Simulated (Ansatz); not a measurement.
**Ga3As2P: density, localisation and related maps**

Input

```
crystal:
  lattice:
    - [-1.9775012589, 5.9326358451, 2.7966422591]
    - [1.9775012589, -5.9326358451, 2.7966422591]
    - [1.9775012589, 5.9326358451, -2.7966422591]
  atoms:
    - { symbol: P, position: [0.0007177414, 0.0007177414, 0.0] }
    - { symbol: Ga, position: [0.2390953774, 0.7390953774, 0.5] }
    - { symbol: As, position: [0.3335514082, -0.0004186482, 0.3339700564] }
    - { symbol: Ga, position: [0.593236667, 0.7555120888, 0.8377245782] }
    - { symbol: As, position: [0.6656112954, -0.0004186482, 0.6660299436] }
    - { symbol: Ga, position: [0.9177875106, 0.7555120888, 0.1622754218] }
kpoints:
  mp_grid: { grid: [8, 8, 8] }
  band_path:
    path:
      - [0.0, 0.0, 0.0]
      - [0.5, -0.5, 0.5]
      - [0.2777765411, -0.2777765411, 0.7222234589]
      - [-0.2777765411, 0.2777765411, 0.2777765411]
      - [0.3055543995, 0.3055543995, -0.3055543995]
      - [0.6944456005, -0.3055543995, 0.3055543995]
      - [0.0, 0.5, 0.0]
      - [0.25, 0.25, 0.25]
      - [0.5, 0.0, 0.0]
    npoints: 1
hamiltonian:
  xc: pbe
scf:
  occupations: { method: fermi_dirac, width: 0.02 }
  n_extra_bands: 10
magnetization:
  noncollinear: true
  spin_orbit: true
output:
  forces: true
  stress: true
  eigenvalues: true
  write_density: true
  write_potential: true
  elf: true
  volumetric_format: npy
```

Run with:

```sh
ansatz run input.yaml --threads 4 --pin off --max-ram 6451MiB --backend cpu --events-out ev --progress --plain --runs-dir out
```

Below, planes, directions and counts refer to the conventional cell (a = 3.96 Å, b = 11.87 Å, c = 5.59 Å, α = 90.00°, β = 90.00°, γ = 90.00°).

Space group Imm2; started from the ordered alloy on zincblende lattice prototype, which need not be the ambient phase; computed pressure about 3 GPa in this cell.

The calculation used DFT, PBE with spin-orbit coupling, plane waves, PAW (Ansatz).

In a PAW calculation such maps are meaningful between the atoms, not at the nuclei.

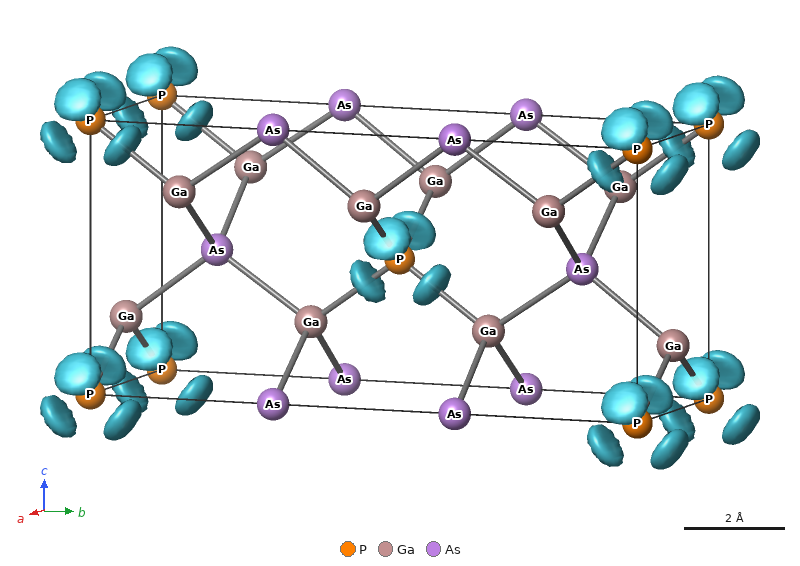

Figure 1. Isosurface of the electron localisation function at 0.85 (cyan), seen slightly off an axis. Only the valence region is drawn (cores and ρ < 0.01 e/Å³ removed). Sticks mark near contacts.

Q: Describe the localisation domains.

A: The ELF exceeds this value in eight lobes of the valence shell of P pointing towards Ga (polar bonds), counted in one cell of 12 atoms. Regions shared between cells count once. Profiles from the grid: Ga–P (2.36 Å): the ELF peaks at about 0.90 in the valence shell of P, 0.9 Å from its nucleus, and is about 0.75 at the midpoint. Ga–As (2.44 Å): the ELF peaks at about 0.80 between the atoms (a covalent bond).

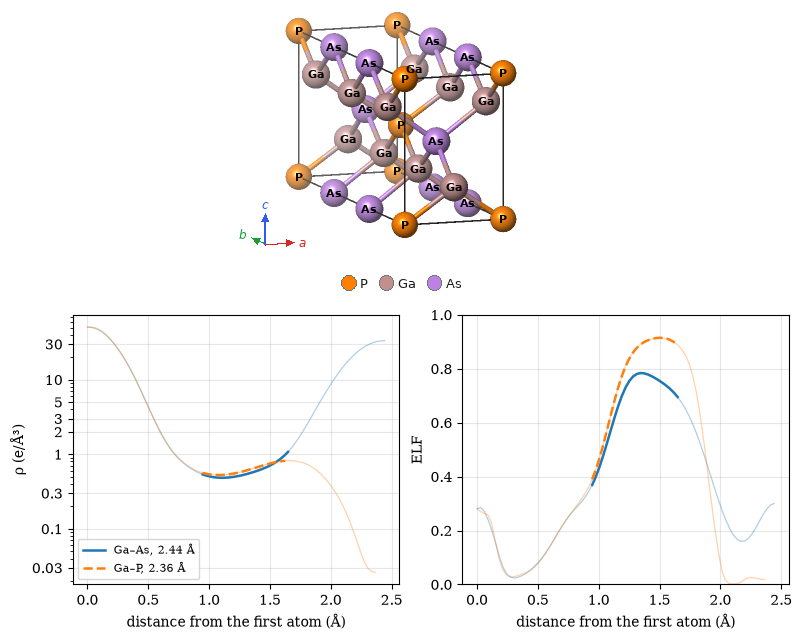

Figure 2. Valence charge density (pseudo) and ELF along straight lines between neighbouring atoms. Thin, pale parts lie inside the atomic spheres. The structure is drawn too.

Q: What can be read from the curves?

A: Ga–As (2.44 Å): ρ at the midpoint is about 0.5 e/Å³; the ELF peaks at about 0.80 between the atoms (a shared electron pair).
Ga–P (2.36 Å): ρ at the midpoint is about 0.54 e/Å³; the ELF peaks at about 0.90 in the valence shell of P, 0.9 Å from its nucleus, and is about 0.75 at the midpoint.

Q: Does the calculation give a band gap?

A: It is gapped, with a Kohn–Sham gap of 0.80 eV on the k-point mesh, an upper bound to the gap of this method.
